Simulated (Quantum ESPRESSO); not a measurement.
**W (slab): density, localisation and related maps**

```
W
1.0
     2.76660    0.00000    0.00000
    -0.92220    2.60838    0.00000
     0.00000    0.00000   24.03569
W
5
Direct
  0.50000 0.50000 0.31204
  0.00000 0.00000 0.40602
  0.50000 0.50000 0.50000
  0.00000 0.00000 0.59398
  0.50000 0.50000 0.68796
```

Not relaxed (largest force 0.8 eV/Å).

Level of theory: Quantum ESPRESSO, Kohn-Sham DFT of a periodic cell, PBE, JTH 2.0 PBE.

In a pseudopotential calculation such maps are meaningful between the atoms, not at the nuclei.

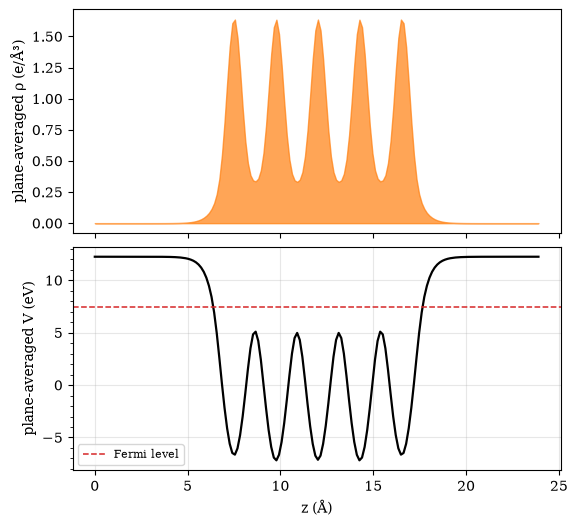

Figure 1. Plane average of the electrostatic potential (local pseudopotential plus Hartree) felt by an electron and of the valence electron density across the slab.

Q: How far above the Fermi level of the calculation is the vacuum level?

A: 4.7 eV.

Q: What are the slab's thickness and the vacuum gap?

A: The outermost nuclei are 9.0 Å apart, in 5 atomic planes; the vacuum between periodic images is 15.0 Å wide.

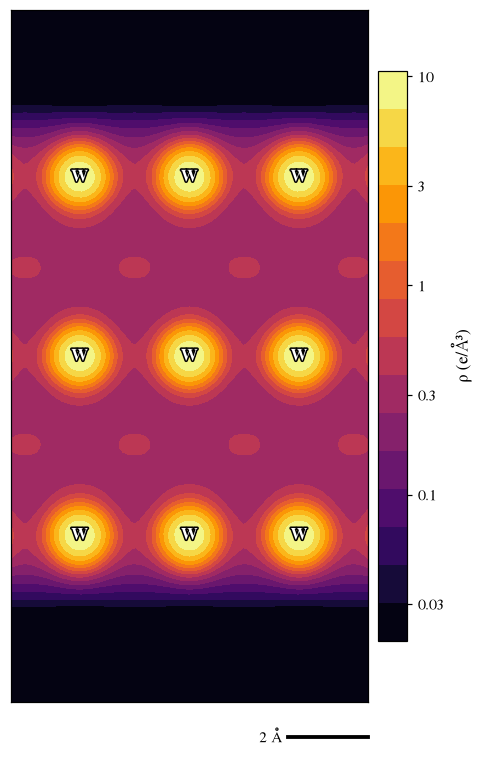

Figure 2. Valence pseudo-density on the (100) plane of the calculation cell, a cut from vacuum to vacuum.

Q: What do the fields say about this system?

A: The plane passes through W nuclei.
W–W (2.77 Å): ρ at the midpoint is about 0.41 e/Å³.
The density dies away to nearly zero in the vacuum.
